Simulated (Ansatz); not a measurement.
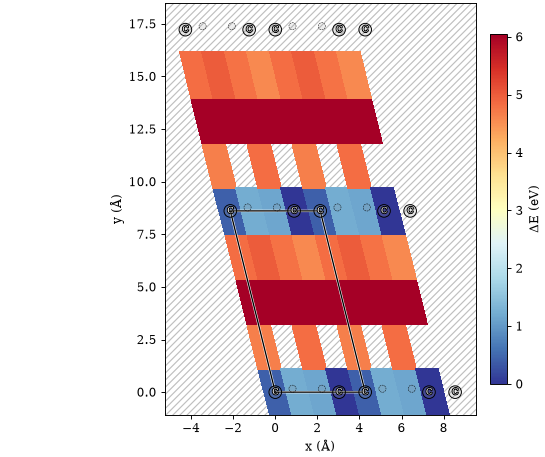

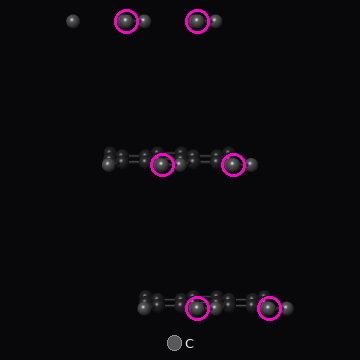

Energy landscape of C on a C(111) slab cut from the P6/mmm phase, its upper half relaxed before the scan (10 atoms of substrate and one adsorbate in a 1 × 1 cell). C is moved over the surface cell; relaxed at each place: the height of the adsorbate's atoms; substrate rigid; the origin of the map has the adsorbate above C9. Places are given modulo a cell vector. The map is drawn in real space over the plane of the surface. The grid has 4 × 4 points. At 2 points there is no value. Energies: eV, counted from the lowest grid point. At some places the adsorbate sinks to or below the level of the top layer. With one adsorbate in each 1 × 1 cell, its nearest image is 4.3 Å away, so neighbouring adsorbates interact. Theory: Ansatz, DFT PBE, scalar-relativistic, plane waves, PAW. Settings: cutoff 420 eV, k-mesh 7×3×1, gaussian smearing 0.1 eV, no spin polarisation.

Drawn: one coloured cell a grid point, labelled circles for the atoms of the top layer and small ones for the second layer, the outline of one cell of the 2 × 2 shown, hatched blanks where no value was computed. The second picture is the structure at the lowest point; rings mark the moved atoms.

Where are the lowest and the highest points?

The lowest grid point is at (3/4, 0/4) of the cell vectors [nearest 1 C at 1.37 Å]. The highest grid point, a place at or below the level of the top layer, (1/4, 2/4) of the cell vectors, lies 6.0 eV above the lowest.

Each point was launched as `ansatz run input.yaml --threads 2 --pin off --max-ram 6144MiB --backend cpu --events-out ev --progress --plain --runs-dir out`. The whole map (14 points run) took 4.6 min on 2 threads of AMD EPYC 9R45 96-Core Processor (Zen 5), on a shared host.

PAW datasets: the set soft_1.
